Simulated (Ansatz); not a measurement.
AlO₂: geometry relaxation (part 1 of 3)

The run: geometry relaxation of AlO₂ (Pnma, 12 atoms in the cell). Method and program: DFT PBE, scalar-relativistic, plane waves, PAW, spin-polarised (Ansatz 0.2.0).

The structure derives from an entry of the Crystallography Open Database. It belongs to a series of runs on one base structure; here: cell and atoms relaxed tightly for response. Figures and captions count atoms from 1; the log counts them from 0 in places.

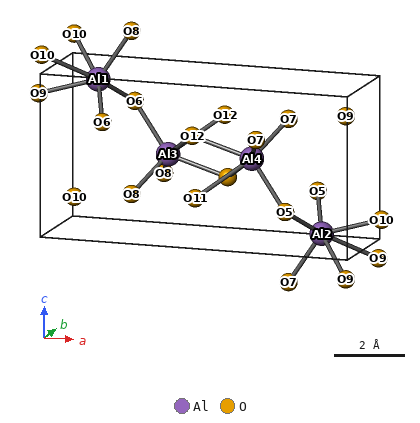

**Figure 1.** The input geometry (ball-and-stick view of the cell of the calculation, seen slightly off an axis; bonded neighbours outside the cell are drawn too; atoms are numbered from 1 in the order of the input).

**The input**
```yaml
crystal:
  lattice:
    - [9.3490740966, 0.0, 0.0]
    - [0.0, 2.9169597547, 0.0]
    - [0.0, 0.0, 4.8204040911]
  atoms:
    - { symbol: Al, position: [0.162897998, 0.25, 0.9579588272] }
    - { symbol: Al, position: [0.837102002, 0.75, 0.0420411728] }
    - { symbol: Al, position: [0.337102002, 0.75, 0.4579588272] }
    - { symbol: Al, position: [0.662897998, 0.25, 0.5420411728] }
    - { symbol: O, position: [0.7709721108, 0.25, 0.230034803] }
    - { symbol: O, position: [0.2290278892, 0.75, 0.769965197] }
    - { symbol: O, position: [0.7290278892, 0.75, 0.730034803] }
    - { symbol: O, position: [0.2709721108, 0.25, 0.269965197] }
    - { symbol: O, position: [0.9685710712, 0.25, 0.8453600943], spin: 0.91 }
    - { symbol: O, position: [0.0314289288, 0.75, 0.1546399057], spin: 0.91 }
    - { symbol: O, position: [0.5314289288, 0.75, 0.3453600943], spin: 0.91 }
    - { symbol: O, position: [0.4685710712, 0.25, 0.6546399057], spin: 0.91 }
basis:
  ecutwfc: 420
kpoints:
  mp_grid: { grid: [4, 12, 8] }
hamiltonian:
  xc: pbe
scf:
  occupations: { method: gaussian, width: 0.01 }
output:
  forces: true
  stress: true
  eigenvalues: true
  populations: true
magnetization:
  spin_polarized: true
relax:
  adjacent_minimum: "off"
  f_tol: 0.001
  max_steps: 60
  cell: { stress_tol: 0.01 }
```

Run as:
```bash
ansatz run input.yaml --threads 4 --pin off --max-ram 12288MiB --backend cpu --events-out ev --progress --plain --runs-dir out
```

**What the program printed**
```
Engine: ansatz 0.2.0, x86_64-unknown-linux-gnu
Pseudopotentials: kind: paw
Pseudopotential: Al, paw, valence charge 3, recommended cutoff 420 eV (normal), Al.paw.azcp
Pseudopotential: O, paw, valence charge 6, recommended cutoff 420 eV (normal), O.paw.azcp
Functional definition: PBE
  parameter kappa = 0.804
  parameter beta = 0.06672455060314922
  exchange = pbe_x(kappa = kappa, mu = beta*pi^2/3)
  correlation = pbe_c(beta = beta)
Crystal: 12 atoms, lattice volume = 131.457 Å³
Basis set: ecut = 420 eV, 2575 PW (Γ), exchange–correlation on 128×40×72 points (8 copies of the dense FFT grid, shifted against one another)
Bands: 44, of which v1, the nominal top of the filled ones, is band 30 counted from 1 (29 counted from 0)
Symmetry: 8 space group operations
Space group: Pnma (ITA 62), of the structure as read, at distance tolerance 5.1e-5 Å
Magnetic group: BNS 62.441 (UNI 539), of the structure as read, at distance tolerance 5.1e-5 Å
k-points: 105 of 384
Non-local potential: Al, projectors of the file, l = 0: 2, l = 1: 2, l = 2: 1
Non-local potential: O, projectors of the file, l = 0: 2, l = 1: 2, l = 2: 1
PAW form: soft (Blöchl's): semilocal exchange-correlation on the pseudo side does not see the compensation charge
PAW one-centre angular grid: Al, 110 points (default); XC on 64 Gauss nodes
PAW one-centre angular grid: O, 110 points (default); XC on 64 Gauss nodes
Initial density: superposition of atomic densities (chi_scale 0.1, normalization cell, long waves kept (reshape's long-wave potential 0.04 eV rms))
Starting moments: Σ|m| = 3.64 μB on 4 of 12 sites
Initial wavefunctions: pseudopotential atomic-orbital guess
Functional: x = pbe(κ = 0.804, μ = 0.2195149727645171), c = pbe(β = 0.06672455060314922)
SCF iter   1: F=—  HF=-6699.939543 eV  |F-HF|=—  |Δ(HF+E_count)|=         —  Δρ=6.78e-2 (↑6.03e-2 ↓6.78e-2)  dr2=1.84e1  dr2_m=7.95e-1  M=4.000 μB ∫|m|=4.090 μB  β_m=1.00  ethr=3.10e-3  ⟨swp⟩=6.7  Hψ=41701  notcnv=0  defer=109
preconditioner: auto → Resta (q_TF=auto, 2.394 Å⁻¹)  ε∞=3.3  [insulator: Δε(μ)=0.463 eV  Ē_g=16.724 eV  σ=0.010 eV  W_gap=1.00  n_scr=22 (ndim 8)  ℏωp=25.1 eV  f_vac=0.020  D(μ)=0.00/eV (n_scr^D=0)  ε∞_Penn≈3.3]
spin=Collinear: Resta preconditioning applied to the charge; magnetization (m = ρ↑ − ρ↓) channel mixes plain (no charge-response kernel on spin).
SCF iter   2: F=—  HF=-6696.082205 eV  |F-HF|=—  |Δ(HF+E_count)|=    3.86e0  Δρ=2.74e-2 (↑2.74e-2 ↓2.70e-2)  dr2=4.10e0  dr2_m=1.01e-2  M=4.000 μB ∫|m|=4.140 μB  β_m=1.00  ethr=3.10e-3  ⟨swp⟩=2.4  Hψ=18603  notcnv=0  defer=1883
SCF iter   3: F=—  HF=-6695.241432 eV  |F-HF|=—  |Δ(HF+E_count)|=   8.41e-1  Δρ=1.66e-2 (↑1.56e-2 ↓1.66e-2)  dr2=6.62e-1  dr2_m=7.84e-3  M=4.000 μB ∫|m|=4.154 μB  β_m=0.30  ethr=3.10e-3  ⟨swp⟩=2.3  Hψ=16560  notcnv=0  defer=1843
SCF iter   4: F=—  HF=-6695.220561 eV  |F-HF|=—  |Δ(HF+E_count)|=   2.09e-2  Δρ=6.10e-3 (↑6.10e-3 ↓4.07e-3)  dr2=1.46e-1  dr2_m=2.77e-3  M=4.000 μB ∫|m|=4.155 μB  β_m=1.00  ethr=1.10e-3  ⟨swp⟩=2.6  Hψ=14306  notcnv=0  defer=1843
SCF iter   5: F=—  HF=-6695.237742 eV  |F-HF|=—  |Δ(HF+E_count)|=   1.72e-2  Δρ=2.91e-3 (↑2.91e-3 ↓2.31e-3)  dr2=2.73e-2  dr2_m=9.32e-4  M=4.000 μB ∫|m|=4.164 μB  β_m=0.30  ethr=2.44e-4  ⟨swp⟩=2.8  Hψ=12583  notcnv=0  defer=1844
SCF iter   6: F=—  HF=-6695.257511 eV  |F-HF|=—  |Δ(HF+E_count)|=   1.98e-2  Δρ=1.62e-3 (↑1.35e-3 ↓1.62e-3)  dr2=3.50e-3  dr2_m=1.35e-3  M=4.000 μB ∫|m|=4.164 μB  β_m=0.30  ethr=4.55e-5  ⟨swp⟩=3.0  Hψ=15578  notcnv=0  defer=1838
Mixer restart at iter 6: flushing history
spin-set hold released at iteration 6 (site moments contracting): the magnetisation degrees of freedom join the quasi-Newton model from the next iteration; the mixer history was flushed
SCF iter   7: F=—  HF=-6695.266443 eV  |F-HF|=—  |Δ(HF+E_count)|=   8.93e-3  Δρ=1.16e-3 (↑1.02e-3 ↓1.16e-3)  dr2=2.19e-3  dr2_m=7.26e-4  M=4.000 μB ∫|m|=4.166 μB  β_m=0.65  ethr=5.83e-6  ⟨swp⟩=2.0  Hψ=9110  notcnv=0  defer=1838
SCF iter   8: F=—  HF=-6695.276428 eV  |F-HF|=—  |Δ(HF+E_count)|=   9.99e-3  Δρ=1.71e-4 (↑1.31e-4 ↓1.71e-4)  dr2=1.41e-4  dr2_m=1.25e-5  M=4.000 μB ∫|m|=4.172 μB  β_m=0.82  ethr=3.64e-6  ⟨swp⟩=2.5  Hψ=15045  notcnv=0  defer=1838
SCF iter   9: F=—  HF=-6695.276572 eV  |F-HF|=—  |Δ(HF+E_count)|=   1.44e-4  Δρ=1.23e-4 (↑1.07e-4 ↓1.23e-4)  dr2=6.90e-5  dr2_m=8.53e-7  M=4.000 μB ∫|m|=4.173 μB  β_m=0.75  ethr=2.35e-7  ⟨swp⟩=2.0  Hψ=13688  notcnv=0  defer=1838
SCF iter  10: F=—  HF=-6695.276645 eV  |F-HF|=—  |Δ(HF+E_count)|=   7.26e-5  Δρ=5.78e-5 (↑4.08e-5 ↓5.78e-5)  dr2=9.66e-6  dr2_m=4.07e-7  M=4.000 μB ∫|m|=4.173 μB  β_m=0.65  ethr=1.15e-7  ⟨swp⟩=2.1  Hψ=12617  notcnv=0  defer=1838
SCF iter  11: F=—  HF=-6695.276645 eV  |F-HF|=—  |Δ(HF+E_count)|=   1.52e-7  Δρ=1.40e-5 (↑9.31e-6 ↓1.40e-5)  dr2=3.12e-7  dr2_m=1.02e-7  M=4.000 μB ∫|m|=4.173 μB  β_m=0.71  ethr=1.61e-8  ⟨swp⟩=2.0  Hψ=11913  notcnv=0  defer=1838
SCF iter  12: F=—  HF=-6695.276645 eV  |F-HF|=—  |Δ(HF+E_count)|=   2.94e-7  Δρ=6.47e-6 (↑6.47e-6 ↓4.17e-6)  dr2=3.62e-8  dr2_m=2.33e-8  M=4.000 μB ∫|m|=4.173 μB  β_m=0.82  ethr=1.67e-10  ⟨swp⟩=13.6  Hψ=51515  notcnv=0
SCF iter  13: F=-6695.276645 eV  HF=-6695.276645 eV  |F-HF|=1.40e-9  |Δ(HF+E_count)|=   5.94e-8  Δρ=1.06e-6 (↑6.96e-7 ↓1.06e-6)  dr2=1.27e-9  dr2_m=6.95e-10  M=4.000 μB ∫|m|=4.173 μB  ethr=6.03e-11  ⟨swp⟩=4.2  Hψ=28128  notcnv=0
SCF 1 converged in 13 iterations: F = -6695.276645 eV  dr2 = 1.27e-9
  greatest PAW one-centre occupation: 0.883 electrons in one spin orbital (limit 2), on the O atom at site 11 (counted from 0), in its partial waves of l = 0
relax step   1: F+E_penalty+E_count = -6695.27664548 eV  Δ(F+E_penalty+E_count) = +0.000e0 eV  max|allowed force component| = 4.009e-3 eV/Å  Δτ_max = 0.0000 Å  P = -0.005 GPa  Ω = 131.457 Å³  (13 SCF iters, dr2 threshold 1.00e-7 eV, accepted)
Crystal: 12 atoms, lattice volume = 131.461 Å³
Initial density: handed on by an earlier stage of this run
Starting moments: Σ|m| = 3.64 μB on 4 of 12 sites; this step starts from the density that it was given
Initial wavefunctions: those handed on with the density
iter 1 solved again at ethr=4.63e-9 eV; its pass at ethr=3.10e-3 eV (dr2=2.78e-6 eV) is discarded
SCF iter   1: F=—  HF=-6695.276636 eV  |F-HF|=—  |Δ(HF+E_count)|=         —  Δρ=3.30e-5 (↑2.66e-5 ↓3.30e-5)  dr2=2.63e-6  dr2_m=3.32e-7  M=4.000 μB ∫|m|=4.173 μB  β_m=0.30  ethr=4.63e-9  ⟨swp⟩=3.2  Hψ=39281  notcnv=0
preconditioner: auto → Resta (q_TF=auto, 2.394 Å⁻¹)  ε∞=3.4  [insulator: Δε(μ)=0.141 eV  Ē_g=16.074 eV  σ=0.010 eV  W_gap=1.00  n_scr=22 (ndim 8)  ℏωp=25.1 eV  f_vac=0.086  D(μ)=0.00/eV (n_scr^D=0)  ε∞_Penn≈3.4]
spin=Collinear: Resta preconditioning applied to the charge; magnetization (m = ρ↑ − ρ↓) channel mixes plain (no charge-response kernel on spin).
SCF iter   2: F=—  HF=-6695.276635 eV  |F-HF|=—  |Δ(HF+E_count)|=   1.26e-7  Δρ=2.33e-5 (↑1.95e-5 ↓2.33e-5)  dr2=1.31e-6  dr2_m=1.64e-7  M=4.000 μB ∫|m|=4.173 μB  β_m=0.64  ethr=4.39e-9  ⟨swp⟩=1.0  Hψ=9240  notcnv=0
SCF iter   3: F=—  HF=-6695.276635 eV  |F-HF|=—  |Δ(HF+E_count)|=   2.09e-8  Δρ=8.35e-6 (↑5.88e-6 ↓8.35e-6)  dr2=2.39e-7  dr2_m=6.65e-9  M=4.000 μB ∫|m|=4.173 μB  β_m=0.56  ethr=2.18e-9  ⟨swp⟩=2.3  Hψ=14835  notcnv=0
SCF iter   4: F=—  HF=-6695.276635 eV  |F-HF|=—  |Δ(HF+E_count)|=   3.52e-8  Δρ=1.85e-6 (↑1.40e-6 ↓1.85e-6)  dr2=7.14e-9  dr2_m=7.00e-10  M=4.000 μB ∫|m|=4.173 μB  β_m=0.77  ethr=3.98e-10  ⟨swp⟩=2.6  Hψ=13567  notcnv=0
SCF iter   5: F=-6695.276635 eV  HF=-6695.276635 eV  |F-HF|=1.95e-10  |Δ(HF+E_count)|=   2.81e-9  Δρ=3.08e-7 (↑3.08e-7 ↓2.97e-7)  dr2=2.60e-10  dr2_m=3.47e-11  M=4.000 μB ∫|m|=4.173 μB  ethr=1.03e-11  ⟨swp⟩=5.5  Hψ=28899  notcnv=0
SCF 2 converged in 5 iterations: F = -6695.276635 eV  dr2 = 2.60e-10
relax step   2: F+E_penalty+E_count = -6695.27663540 eV  Δ(F+E_penalty+E_count) = +1.007e-5 eV  max|allowed force component| = 3.370e-3 eV/Å  Δτ_max = 0.0004 Å  P = -0.002 GPa  Ω = 131.461 Å³  energy of the carried Pulay correction = -1.993e-5 eV  (5 SCF iters, dr2 threshold 6.19e-9 eV, accepted)
Crystal: 12 atoms, lattice volume = 131.463 Å³
iter 1 solved again at ethr=2.78e-9 eV; its pass at ethr=3.10e-3 eV (dr2=1.67e-6 eV) is discarded
SCF iter   1: F=—  HF=-6695.276626 eV  |F-HF|=—  |Δ(HF+E_count)|=         —  Δρ=3.80e-5 (↑2.41e-5 ↓3.80e-5)  dr2=1.69e-6  dr2_m=5.71e-7  M=4.000 μB ∫|m|=4.173 μB  β_m=0.30  ethr=2.78e-9  ⟨swp⟩=2.2  Hψ=34622  notcnv=0
spin=Collinear: Resta preconditioning applied to the charge; magnetization (m = ρ↑ − ρ↓) channel mixes plain (no charge-response kernel on spin).
SCF iter   2: F=—  HF=-6695.276626 eV  |F-HF|=—  |Δ(HF+E_count)|=   1.13e-7  Δρ=2.76e-5 (↑1.78e-5 ↓2.76e-5)  dr2=8.88e-7  dr2_m=3.07e-7  M=4.000 μB ∫|m|=4.173 μB  β_m=0.65  ethr=2.78e-9  ⟨swp⟩=1.0  Hψ=9240  notcnv=0
SCF iter   3: F=—  HF=-6695.276626 eV  |F-HF|=—  |Δ(HF+E_count)|=   2.05e-7  Δρ=4.45e-6 (↑3.18e-6 ↓4.45e-6)  dr2=5.81e-8  dr2_m=1.81e-9  M=4.000 μB ∫|m|=4.173 μB  β_m=0.58  ethr=1.48e-9  ⟨swp⟩=2.6  Hψ=15084  notcnv=0
SCF iter   4: F=—  HF=-6695.276626 eV  |F-HF|=—  |Δ(HF+E_count)|=   7.34e-9  Δρ=1.38e-6 (↑1.08e-6 ↓1.38e-6)  dr2=3.70e-9  dr2_m=2.81e-10  M=4.000 μB ∫|m|=4.173 μB  β_m=0.68  ethr=9.69e-11  ⟨swp⟩=2.4  Hψ=13545  notcnv=0
SCF iter   5: F=-6695.276626 eV  HF=-6695.276626 eV  |F-HF|=3.07e-10  |Δ(HF+E_count)|=   2.10e-9  Δρ=3.28e-7 (↑2.90e-7 ↓3.28e-7)  dr2=2.66e-10  dr2_m=1.93e-11  M=4.000 μB ∫|m|=4.173 μB  ethr=1.18e-12  ⟨swp⟩=4.5  Hψ=28379  notcnv=0
SCF 3 converged in 5 iterations: F = -6695.276626 eV  dr2 = 2.66e-10
relax step   3: F+E_penalty+E_count = -6695.27662606 eV  Δ(F+E_penalty+E_count) = +9.347e-6 eV  max|allowed force component| = 2.024e-3 eV/Å  Δτ_max = 0.0004 Å  P = -0.001 GPa  Ω = 131.463 Å³  energy of the carried Pulay correction = -3.174e-5 eV  (5 SCF iters, dr2 threshold 7.10e-10 eV, accepted)
Crystal: 12 atoms, lattice volume = 131.466 Å³
iter 1 solved again at ethr=8.83e-9 eV; its pass at ethr=3.10e-3 eV (dr2=5.30e-6 eV) is discarded
SCF iter   1: F=—  HF=-6695.276617 eV  |F-HF|=—  |Δ(HF+E_count)|=         —  Δρ=6.31e-5 (↑4.34e-5 ↓6.31e-5)  dr2=5.51e-6  dr2_m=1.53e-6  M=4.000 μB ∫|m|=4.173 μB  β_m=0.30  ethr=8.83e-9  ⟨swp⟩=2.4  Hψ=34256  notcnv=0
spin=Collinear: Resta preconditioning applied to the charge; magnetization (m = ρ↑ − ρ↓) channel mixes plain (no charge-response kernel on spin).
SCF iter   2: F=—  HF=-6695.276617 eV  |F-HF|=—  |Δ(HF+E_count)|=   8.80e-8  Δρ=4.60e-5 (↑3.19e-5 ↓4.60e-5)  dr2=2.93e-6  dr2_m=8.27e-7  M=4.000 μB ∫|m|=4.173 μB  β_m=0.65  ethr=8.83e-9  ⟨swp⟩=1.0  Hψ=9240  notcnv=0
SCF iter   3: F=—  HF=-6695.276617 eV  |F-HF|=—  |Δ(HF+E_count)|=   3.07e-7  Δρ=3.55e-6 (↑3.20e-6 ↓3.55e-6)  dr2=2.53e-8  dr2_m=1.48e-9  M=4.000 μB ∫|m|=4.173 μB  β_m=0.79  ethr=4.88e-9  ⟨swp⟩=2.3  Hψ=14035  notcnv=0
SCF iter   4: F=—  HF=-6695.276617 eV  |F-HF|=—  |Δ(HF+E_count)|=   1.52e-8  Δρ=1.60e-6 (↑1.15e-6 ↓1.60e-6)  dr2=7.60e-9  dr2_m=1.88e-10  M=4.000 μB ∫|m|=4.173 μB  β_m=0.70  ethr=4.22e-11  ⟨swp⟩=2.0  Hψ=14932  notcnv=0
SCF iter   5: F=—  HF=-6695.276617 eV  |F-HF|=—  |Δ(HF+E_count)|=  3.64e-10  Δρ=5.84e-7 (↑4.42e-7 ↓5.84e-7)  dr2=9.88e-10  dr2_m=2.78e-11  M=4.000 μB ∫|m|=4.173 μB  β_m=0.67  ethr=1.27e-11  ⟨swp⟩=2.2  Hψ=13581  notcnv=0
SCF iter   6: F=-6695.276617 eV  HF=-6695.276617 eV  |F-HF|=1.13e-10  |Δ(HF+E_count)|=  2.16e-10  Δρ=1.47e-7 (↑1.47e-7 ↓1.46e-7)  dr2=7.28e-11  dr2_m=2.40e-12  M=4.000 μB ∫|m|=4.173 μB  ethr=1.00e-12  ⟨swp⟩=4.5  Hψ=28001  notcnv=0
SCF 4 converged in 6 iterations: F = -6695.276617 eV  dr2 = 7.28e-11
relax step   4: F+E_penalty+E_count = -6695.27661722 eV  Δ(F+E_penalty+E_count) = +8.834e-6 eV  max|allowed force component| = 3.632e-4 eV/Å  Δτ_max = 0.0007 Å  P = +0.000 GPa  Ω = 131.466 Å³  energy of the carried Pulay correction = -4.231e-5 eV  (6 SCF iters, dr2 threshold 2.56e-10 eV, accepted)
Initial wavefunctions: pseudopotential atomic-orbital guess (no wavefunctions were taken with the density)
iter 1 solved again at ethr=1.35e-7 eV; its pass at ethr=3.10e-3 eV (dr2=8.08e-5 eV) is discarded
```
